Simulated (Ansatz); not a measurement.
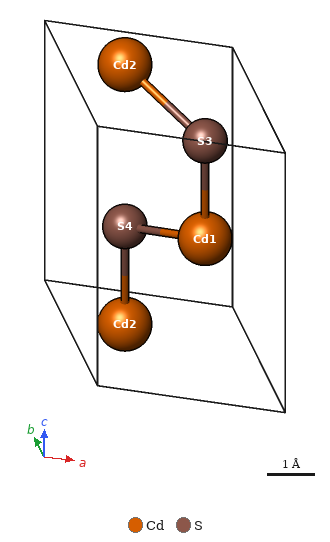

The structure as given in the input (ball-and-stick view of the cell of the calculation, seen at an oblique angle; atoms are numbered from 1 in the order of the input). Near neighbours in the crystal (not all of them lie inside the picture): Cd has 4 S at 2.55 Å; S has 4 Cd at 2.55 Å.

CdS: geometry relaxation

System: CdS (P6₃mc, 4 atoms in the cell).
Method: DFT PBE, scalar-relativistic, plane waves, PAW, no spin polarisation (Ansatz 0.2.0).

The structure derives from a Materials Project entry. Figures and captions count atoms from 1; the log counts them from 0 in places.

Input file
```yaml
crystal:
  lattice:
    - [4.1688381, 0.0, 0.0]
    - [-2.08441905, 3.6103197, 0.0]
    - [0.0, 0.0, 6.77961741]
  atoms:
    - { symbol: Cd, position: [0.66666667, 0.33333333, 0.50022437] }
    - { symbol: Cd, position: [0.33333333, 0.66666667, 0.00022437] }
    - { symbol: S, position: [0.66666667, 0.33333333, 0.87677563] }
    - { symbol: S, position: [0.33333333, 0.66666667, 0.37677563] }
basis:
  ecutwfc: 420
kpoints:
  mp_grid: { grid: [6, 6, 4] }
hamiltonian:
  xc: pbe
scf:
  occupations: { method: gaussian, width: 0.02 }
output:
  forces: true
  stress: true
  eigenvalues: true
relax:
  adjacent_minimum: "off"
  f_tol: 0.005
  max_steps: 80
  cell: { stress_tol: 0.05 }
```

Machine: 4 threads of Intel Xeon (Sapphire Rapids), 192 GiB of memory available, shared host.

Command:
```bash
ansatz run input.yaml --threads 4 --pin off --max-ram 8192MiB --backend cpu --events-out ev --progress --plain --runs-dir out
```

What the program printed
```
Engine: ansatz 0.2.0, x86_64-unknown-linux-gnu
Pseudopotentials: kind: paw
Pseudopotential: Cd, paw, valence charge 20, recommended cutoff 420 eV (normal), Cd.paw.azcp
Pseudopotential: S, paw, valence charge 6, recommended cutoff 420 eV (normal), S.paw.azcp
Functional definition: PBE
  parameter kappa = 0.804
  parameter beta = 0.06672455060314922
  exchange = pbe_x(kappa = kappa, mu = beta*pi^2/3)
  correlation = pbe_c(beta = beta)
Crystal: 4 atoms, lattice volume = 102.039 Å³
Basis set: ecut = 420 eV, 1985 PW (Γ), exchange–correlation on 60×60×96 points (8 copies of the dense FFT grid, shifted against one another)
Bands: 32, of which v1, the nominal top of the filled ones, is band 26 counted from 1 (25 counted from 0)
Symmetry: 12 space group operations
Space group: P63mc (ITA 186), of the structure as read, at distance tolerance 4.7e-5 Å
k-points: 21 of 144 (time reversal used)
Non-local potential: Cd, projectors of the file, l = 0: 3, l = 1: 2, l = 2: 2, l = 3: 1
Non-local potential: S, projectors of the file, l = 0: 2, l = 1: 2, l = 2: 2
PAW form: soft (Blöchl's): semilocal exchange-correlation on the pseudo side does not see the compensation charge
PAW one-centre angular grid: Cd, 590 points (default); XC on 64 Gauss nodes
PAW one-centre angular grid: S, 110 points (default); XC on 64 Gauss nodes
Initial density: superposition of atomic densities (neutral atoms: chi_scale 0, normalization atom), corrected by the library's trained network
Initial wavefunctions: pseudopotential atomic-orbital guess
Functional: x = pbe(κ = 0.804, μ = 0.2195149727645171), c = pbe(β = 0.06672455060314922)
SCF iter   1: F=—  HF=-18315.651203 eV  |F-HF|=—  |Δ(HF+E_count)|=         —  Δρ=5.87e-4  dr2=4.42e-4  ethr=1.77e-3  ⟨swp⟩=6.3  Hψ=2771  notcnv=0
preconditioner: auto → Resta (q_TF=auto, 2.438 Å⁻¹)  ε∞=4.6  [insulator: Δε(μ)=1.154 eV  Ē_g=11.564 eV  σ=0.020 eV  W_gap=1.00  n_scr=22 (ndim 8)  ℏωp=22.1 eV  f_vac=0.135  D(μ)=0.00/eV (n_scr^D=0)  ε∞_Penn≈4.6]
SCF iter   2: F=—  HF=-18315.652709 eV  |F-HF|=—  |Δ(HF+E_count)|=   1.51e-3  Δρ=3.07e-4  dr2=1.19e-4  ethr=8.49e-7  ⟨swp⟩=2.9  Hψ=1461  notcnv=0  defer=7
SCF iter   3: F=—  HF=-18315.652769 eV  |F-HF|=—  |Δ(HF+E_count)|=   6.02e-5  Δρ=1.04e-4  dr2=8.40e-6  ethr=2.28e-7  ⟨swp⟩=2.0  Hψ=1013  notcnv=0  defer=7
SCF iter   4: F=—  HF=-18315.652841 eV  |F-HF|=—  |Δ(HF+E_count)|=   7.20e-5  Δρ=4.54e-5  dr2=1.91e-6  ethr=1.62e-8  ⟨swp⟩=2.3  Hψ=1014  notcnv=0  defer=7
SCF iter   5: F=—  HF=-18315.652845 eV  |F-HF|=—  |Δ(HF+E_count)|=   3.81e-6  Δρ=1.00e-5  dr2=1.34e-7  ethr=3.67e-9  ⟨swp⟩=2.0  Hψ=1014  notcnv=0  defer=7
SCF iter   6: F=-18315.652845 eV  HF=-18315.652845 eV  |F-HF|=1.30e-8  |Δ(HF+E_count)|=   1.84e-7  Δρ=3.76e-6  dr2=2.13e-8  ethr=1.92e-10  ⟨swp⟩=7.0  Hψ=2865  notcnv=0
SCF 1 converged in 6 iterations: F = -18315.652845 eV  dr2 = 2.13e-8
  greatest PAW one-centre occupation: 1.000 electrons in one spin orbital (limit 2), on the Cd atom at site 1 (counted from 0), in its partial waves of l = 0
relax step   1: F+E_penalty+E_count = -18315.65284472 eV  Δ(F+E_penalty+E_count) = +0.000e0 eV  max|allowed force component| = 3.112e-3 eV/Å  Δτ_max = 0.0000 Å  P = +1.142 GPa  Ω = 102.039 Å³  (6 SCF iters, dr2 threshold 1.00e-7 eV, accepted)
Crystal: 4 atoms, lattice volume = 104.218 Å³
Initial density: handed on by an earlier stage of this run
Initial wavefunctions: those handed on with the density
iter 1 solved again at ethr=8.25e-7 eV; its pass at ethr=3.10e-3 eV (dr2=4.29e-4 eV) is discarded
SCF iter   1: F=—  HF=-18315.659792 eV  |F-HF|=—  |Δ(HF+E_count)|=         —  Δρ=5.70e-4  dr2=4.69e-4  ethr=8.25e-7  ⟨swp⟩=2.0  Hψ=3239  notcnv=0
preconditioner: auto → Resta (q_TF=auto, 2.430 Å⁻¹)  ε∞=4.6  [insulator: Δε(μ)=1.107 eV  Ē_g=11.472 eV  σ=0.020 eV  W_gap=1.00  n_scr=22 (ndim 8)  ℏωp=21.8 eV  f_vac=0.144  D(μ)=0.00/eV (n_scr^D=0)  ε∞_Penn≈4.6]
SCF iter   2: F=—  HF=-18315.659695 eV  |F-HF|=—  |Δ(HF+E_count)|=   9.77e-5  Δρ=2.87e-4  dr2=1.35e-4  ethr=8.25e-7  ⟨swp⟩=2.0  Hψ=752  notcnv=0
SCF iter   3: F=—  HF=-18315.659745 eV  |F-HF|=—  |Δ(HF+E_count)|=   5.02e-5  Δρ=8.92e-5  dr2=1.50e-5  ethr=2.60e-7  ⟨swp⟩=2.0  Hψ=796  notcnv=0
SCF iter   4: F=—  HF=-18315.659756 eV  |F-HF|=—  |Δ(HF+E_count)|=   1.16e-5  Δρ=3.38e-5  dr2=1.19e-6  ethr=2.88e-8  ⟨swp⟩=2.0  Hψ=1050  notcnv=0
SCF iter   5: F=-18315.659759 eV  HF=-18315.659758 eV  |F-HF|=2.86e-7  |Δ(HF+E_count)|=   1.87e-6  Δρ=1.35e-5  dr2=1.63e-7  ethr=7.69e-10  ⟨swp⟩=5.9  Hψ=2845  notcnv=0
SCF 2 converged in 5 iterations: F = -18315.659759 eV  dr2 = 1.63e-7
  greatest PAW one-centre occupation: 1.000 electrons in one spin orbital (limit 2), on the Cd atom at site 0 (counted from 0), in its partial waves of l = 0
relax step   2: F+E_penalty+E_count = -18315.65975858 eV  Δ(F+E_penalty+E_count) = -6.914e-3 eV  max|allowed force component| = 1.461e-3 eV/Å  Δτ_max = 0.0002 Å  P = -0.033 GPa  Ω = 104.218 Å³  energy of the carried Pulay correction = -4.782e-4 eV  (5 SCF iters, dr2 threshold 4.00e-7 eV, accepted)
Initial wavefunctions: pseudopotential atomic-orbital guess (no wavefunctions were taken with the density)
iter 1 solved again at ethr=1.13e-7 eV; its pass at ethr=3.10e-3 eV (dr2=5.86e-5 eV) is discarded
SCF iter   1: F=—  HF=-18315.660157 eV  |F-HF|=—  |Δ(HF+E_count)|=         —  Δρ=4.11e-5  dr2=3.64e-7  ethr=1.13e-7  ⟨swp⟩=3.0  Hψ=4570  notcnv=0
preconditioner: auto → Resta (q_TF=auto, 2.430 Å⁻¹)  ε∞=4.6  [insulator: Δε(μ)=1.110 eV  Ē_g=11.472 eV  σ=0.020 eV  W_gap=1.00  n_scr=22 (ndim 8)  ℏωp=21.8 eV  f_vac=0.141  D(μ)=0.00/eV (n_scr^D=0)  ε∞_Penn≈4.6]
SCF iter   2: F=—  HF=-18315.660210 eV  |F-HF|=—  |Δ(HF+E_count)|=   5.24e-5  Δρ=2.13e-5  dr2=1.41e-7  ethr=7.00e-10  ⟨swp⟩=2.0  Hψ=1033  notcnv=0
SCF iter   3: F=—  HF=-18315.660210 eV  |F-HF|=—  |Δ(HF+E_count)|=   4.50e-7  Δρ=4.11e-6  dr2=1.45e-8  ethr=2.71e-10  ⟨swp⟩=2.0  Hψ=976  notcnv=0
SCF iter   4: F=—  HF=-18315.660210 eV  |F-HF|=—  |Δ(HF+E_count)|=   2.76e-8  Δρ=1.34e-6  dr2=3.95e-9  ethr=2.80e-11  ⟨swp⟩=2.0  Hψ=981  notcnv=0
SCF iter   5: F=—  HF=-18315.660210 eV  |F-HF|=—  |Δ(HF+E_count)|=   1.50e-8  Δρ=4.15e-7  dr2=1.12e-10  ethr=7.59e-12  ⟨swp⟩=2.0  Hψ=1050  notcnv=0
SCF iter   6: F=-18315.660210 eV  HF=-18315.660210 eV  |F-HF|=7.28e-12  |Δ(HF+E_count)|=  1.09e-10  Δρ=1.53e-7  dr2=1.31e-11  ethr=1.00e-12  ⟨swp⟩=4.1  Hψ=2228  notcnv=0
SCF 3 converged in 6 iterations: F = -18315.660210 eV  dr2 = 1.31e-11
relax step   3: F+E_penalty+E_count = -18315.66021027 eV  Δ(F+E_penalty+E_count) = -4.517e-4 eV  max|allowed force component| = 1.471e-3 eV/Å  Δτ_max = 0.0000 Å  P = -0.035 GPa  Ω = 104.218 Å³  stress off target by 3.98e-2 GPa  SCF on the basis re-selected at this cell (its energy is not comparable with the rows above)  (6 SCF iters)
```

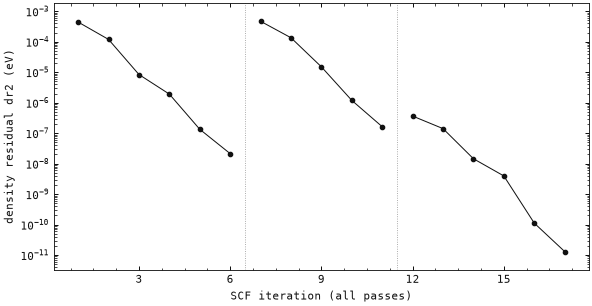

Convergence of the self-consistent field: density residual dr2 against the SCF iteration. The dotted lines part the SCF passes of the relaxation: geometry steps, rejected trials and re-solves on a re-selected basis. The passes take 6, 5 and 6 iterations.

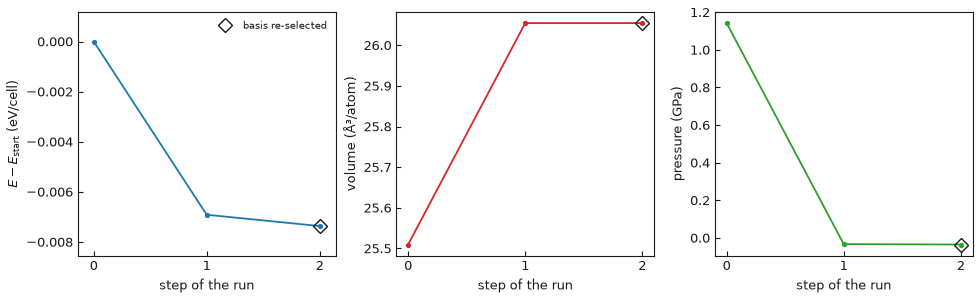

Progress of the relaxation, step by step (the first geometry is step 0 here and step 1 in the log).

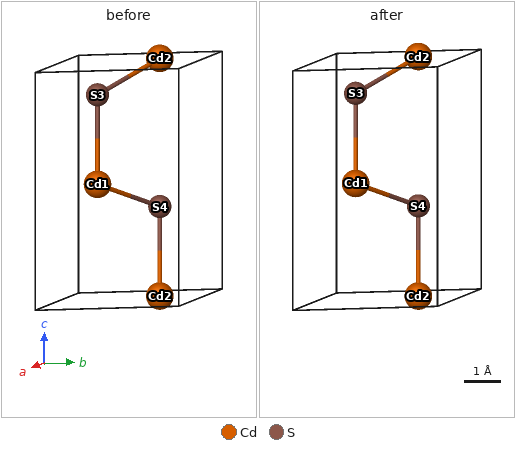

Before (left) and after (right) the relaxation, at one scale (ball-and-stick view of the cell of the calculation, seen slightly off an axis). Over 1 geometry step the energy falls by 6.9 meV per cell of the calculation. The largest force component goes from 0.0031 to 0.0015 eV/Å. The pressure goes from 1.14 to −0.04 GPa. The atoms keep their places relative to the cell (all moves are under 0.005 Å). The volume changes by +2.1 %, with a = b 4.169 → 4.197 Å (+0.7 %), c 6.780 → 6.831 Å (+0.8 %). Among the contacts that change: Cd1–S3 2.553 → 2.572 Å. The space group stays P6_3mc (No. 186). A last SCF at the same geometry on a re-selected plane-wave basis shifts the energy by −0.5 meV per cell of the calculation. (Atoms are counted from 1 in the order of the input.)

```
basis re-selected at this cell: Δ(F+E_penalty+E_count) = -4.517e-4 eV, ΔP = -0.002 GPa vs the last step (what re-selecting the basis moved, of the pressure what is left beyond the Pulay correction that the steps carried, after the strain that the cell walked since its last selection, with what the two solves' SCF thresholds leave and, on support functions, any second-order correction that the steps lacked; it is no measure of the basis error at this ecutwfc). This SCF's stress stands 3.98e-2 GPa from its target on what of the cell is left free (relax.cell.stress_tol is 5.00e-2 GPa) and its largest allowed force component is 1.47e-3 eV/Å (relax.f_tol is 5.00e-3 eV/Å): within both
SCF converged after 6 iterations
Free energy (F): -18315.660210 eV
Harris-Foulkes:  -18315.660210 eV  (|F-HF|=7.28e-12)
Internal energy: -18315.660210 eV  (E = F + TS)
E sigma→0 (E₀):  -18315.660210 eV
Fermi energy:    6.791507 eV
--- Per-component energies (eV) ---
  E_band       = -1041.941534
  E_kinetic    = 1221.703503
  E_local      = -8179.510658  (includes V_loc(G=0)·N_el)
  E_nonlocal   = 124.441374
  E_hartree    = 3749.732984
  E_xc         = -546.782995
  E_vxc        = -616.844480  (∫ρ·V_xc dr)
  E_paw        = -9367.871888  (= ΣΔE_a)
  E_vpaw       = -1091.197118  (= ΣTr[D̂ρ^β])
  E_aug_tail   = 0.000030  (compensation charges beyond the density's cutoff)
  E_ewald      = -5317.372561
  E_smearing   = -0.000000  (= −TS)
  E_closure    = 0.000000  (closes the sum)
  Σ components = -18315.660210   (vs F -18315.660210, Δ=0.00e0)
--- Forces (eV/Å), atoms counted from 1 ---
  atom   1  Cd     0.00000000     0.00000000    -0.00147077
  atom   2  Cd     0.00000000    -0.00000000    -0.00147077
  atom   3  S      0.00000000     0.00000000     0.00147136
  atom   4  S      0.00000000    -0.00000000     0.00147136
  max |Σ_I F_I| component: 1.19e-6 eV/Å
--- Stress (GPa, compression-positive) ---
       -0.032681       0.000000       0.000000
        0.000000      -0.032681       0.000000
        0.000000      -0.000000      -0.039758
  P = ⅓ Tr σ = -0.0350 GPa (-0.350 kbar)
--- Band table (eV; the first three rows and the last of 21) ---
  k-point 0: bands = ["-94.9758", "-94.9758", "-56.0479", "-56.0477", "-56.0477", "-56.0476", "-56.0476", "-56.0474", "-5.8441", "-5.4553", "-1.3052", "-1.2991", "-1.2991", "-1.2246", "-1.2246", "-0.9351", "-0.9351", "-0.8556", "-0.8556", "-0.5482", "2.1435", "5.5444", "5.5444", "6.1974", "6.2366", "6.2366", "7.3462", "8.9718", "12.7046", "12.7046", "12.9935", "13.7572"]
  k-point 1: bands = ["-94.9758", "-94.9758", "-56.0478", "-56.0477", "-56.0477", "-56.0476", "-56.0476", "-56.0475", "-5.7858", "-5.5101", "-1.2910", "-1.2910", "-1.2601", "-1.2384", "-1.2384", "-0.9210", "-0.9210", "-0.8648", "-0.8648", "-0.7721", "2.6888", "5.2288", "5.6403", "5.6403", "6.1293", "6.1293", "8.2230", "9.0381", "12.5146", "12.7736", "12.7736", "13.1811"]
  k-point 2: bands = ["-94.9758", "-94.9758", "-56.0476", "-56.0476", "-56.0476", "-56.0476", "-56.0476", "-56.0476", "-5.6462", "-5.6462", "-1.2675", "-1.2675", "-1.2675", "-1.2675", "-1.0904", "-1.0904", "-0.8905", "-0.8905", "-0.8905", "-0.8905", "3.8782", "3.8782", "5.8791", "5.8791", "5.8791", "5.8791", "8.9897", "8.9897", "12.3487", "12.3487", "13.0429", "13.0429"]
  k-point 20: bands = ["-94.9758", "-94.9758", "-56.0480", "-56.0480", "-56.0479", "-56.0479", "-56.0476", "-56.0476", "-5.3649", "-5.3649", "-1.1354", "-1.1354", "-1.1219", "-1.1219", "-0.9266", "-0.9266", "-0.9198", "-0.9198", "-0.4113", "-0.4113", "2.4434", "2.4434", "4.0011", "4.0011", "5.2108", "5.2108", "10.5369", "10.5369", "12.3361", "12.3361", "12.6107", "12.6107"]
--- Relaxed structure (2 steps of the walk, 2 accepted, 1 SCFs on fresh bases) ---
  F+E_penalty+E_count = -18315.66021027 eV   max|allowed force component| = 1.471e-3 eV/Å   (the final SCF, on the basis selected at the relaxed cell)
  cell:  # Å, volume = 104.2178 Å³
    - [4.197318299855956, 0.0, 0.0]
    - [-2.098659149927978, 3.6349842754445683, 0.0]
    - [0.0, 0.0, 6.830732822333269]
  atoms:
    - { symbol: Cd, position: [0.6666666666666665, 0.3333333333333332, 0.5002556786419102] }
    - { symbol: Cd, position: [0.3333333333333332, 0.6666666666666664, 0.0002556786419103968] }
    - { symbol: S, position: [0.6666666666666665, 0.3333333333333332, 0.8767443213580894] }
    - { symbol: S, position: [0.3333333333333332, 0.6666666666666664, 0.3767443213580895] }
```

Trajectory as extended XYZ (Å, eV, eV/Å), 3 frames, from step=1 to step=3
```
4
Lattice="4.1688 0.0000 0.0000 -2.0844 3.6103 0.0000 0.0000 0.0000 6.7796" Properties=species:S:1:pos:R:3:forces:R:3 step=1 energy=-18315.65285 pressure_GPa=1.14
Cd    2.0844    1.2034    3.3913    0.0000   0.0000  -0.0031
Cd    0.0000    2.4069    0.0015    0.0000   0.0000  -0.0031
S     2.0844    1.2034    5.9442    0.0000   0.0000   0.0031
S     0.0000    2.4069    2.5544    0.0000   0.0000   0.0031
4
Lattice="4.1973 0.0000 0.0000 -2.0987 3.6350 0.0000 0.0000 0.0000 6.8307" Properties=species:S:1:pos:R:3:forces:R:3 step=2 energy=-18315.65976 pressure_GPa=-0.03
Cd    2.0987    1.2117    3.4171    0.0000   0.0000  -0.0015
Cd    0.0000    2.4233    0.0017    0.0000   0.0000  -0.0015
S     2.0987    1.2117    5.9888    0.0000   0.0000   0.0015
S     0.0000    2.4233    2.5734    0.0000   0.0000   0.0015
4
Lattice="4.1973 0.0000 0.0000 -2.0987 3.6350 0.0000 0.0000 0.0000 6.8307" Properties=species:S:1:pos:R:3:forces:R:3 step=3 energy=-18315.66021 pressure_GPa=-0.04
Cd    2.0987    1.2117    3.4171    0.0000   0.0000  -0.0015
Cd    0.0000    2.4233    0.0017    0.0000   0.0000  -0.0015
S     2.0987    1.2117    5.9888    0.0000   0.0000   0.0015
S     0.0000    2.4233    2.5734    0.0000   0.0000   0.0015
```

Key numbers

```json
{"quantity": "outcome", "value": "converged"}
{"quantity": "space group (tolerance 0.01 Å)", "value": "P6₃mc (186)"}
{"quantity": "electrons treated", "value": "52"}
{"quantity": "free energy", "value": "−18315.6602 eV"}
{"quantity": "Fermi energy", "value": "6.792 eV"}
{"quantity": "gap on the k-point mesh", "value": "1.11 eV"}
{"quantity": "pressure", "value": "−0.04 GPa"}
{"quantity": "final volume", "value": "104.22 Å³"}
{"quantity": "largest force (length of the vector) at the end", "value": "0.001 eV/Å"}
{"quantity": "final cell", "value": "a = 4.197 Å, b = 4.197 Å, c = 6.831 Å, α = 90.00°, β = 90.00°, γ = 120.00°"}
{"quantity": "wall time", "value": "5.2 s (CPU time 18 s)"}
{"quantity": "peak memory", "value": "0.46 GiB"}
```
